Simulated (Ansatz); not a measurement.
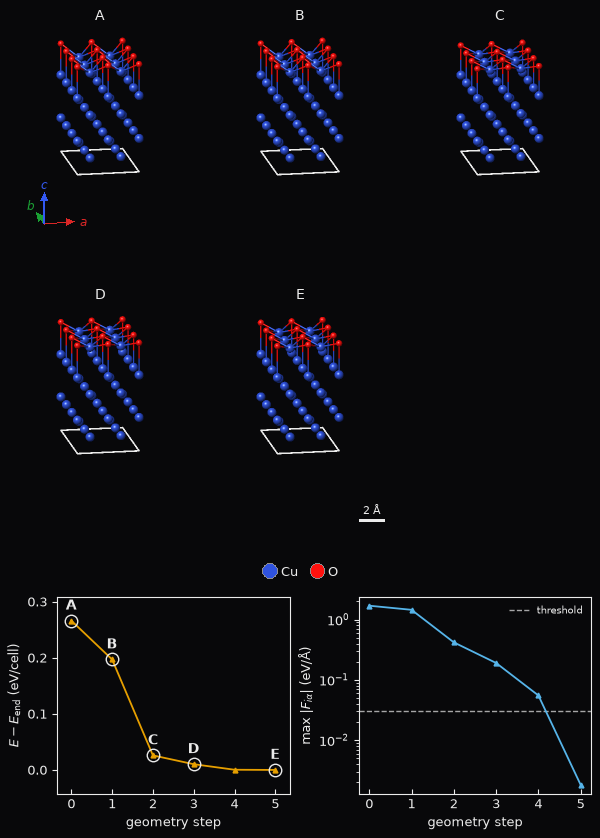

Frames of a constrained relaxation of a slab of composition Cu5O (cut from the Fm-3m phase), marked on the history of the run. Style: ball-and-stick. Shown: the 2 × 3 repeat of the cell, outlined in the plane, without the vacuum, slightly off an axis.

Case: O put over a Cu atom of a lower plane. The slab is the (1 0 0) face of Cu with O on it. 2 atoms are held fixed.

All numbers below come from Ansatz 0.2.0, DFT PBEsol, scalar-relativistic, plane waves, PAW. (plane-wave cutoff 420 eV; k-point mesh 11 × 11 × 1; occupations gaussian; smearing width 0.1 eV; no spin polarisation; dipole correction; atoms relaxed in a fixed cell; force threshold 0.03 eV/Å; at most 70 steps)

Describe the path.

A Cu atom moves most: 0.31 Å along the normal (+c). By element the largest moves are Cu 0.31 Å, O 0.01 Å. The cell doesn't change. Some distances before and after: Cu–Cu 2.479 → 2.721 Å, Cu–O 1.987 → 1.866 Å, Cu–Cu 2.523 → 2.502 Å, Cu–O 2.604 → 2.611 Å. Bond angles that change, for instance: O–Cu–O 127.4° → 145.4°, Cu–O–Cu 127.4° → 145.4°, O–Cu–O 78.7° → 84.9°. The energy falls by 0.266 eV per cell of the calculation in 5 geometry steps. The largest force component goes from 1.7 to 0.0018 eV/Å. From step 0 to 1: a Cu atom moves most (0.04 Å), energy −69.2 meV per cell of the calculation. From step 1 to 2: a Cu atom moves most (0.20 Å), energy −0.171 eV per cell of the calculation. From step 2 to 3: the O atom moves most (0.19 Å), energy −15.7 meV per cell of the calculation. From step 3 to 5: a Cu atom moves most (0.08 Å), energy −10.2 meV per cell of the calculation.

```csv
step,"E − E(0), meV/atom","largest force component, eV/Å"
0,0.00,1.6999
1,-11.54,1.4528
2,-40.05,0.4195
3,-42.66,0.1908
4,-44.31,0.0552
5,-44.37,0.0018
```

Limits of the set-up: the cell has an odd number of electrons but was run without spin polarisation; the periodic images lie only 2.5 Å apart, so the values are limited by the cell's size.
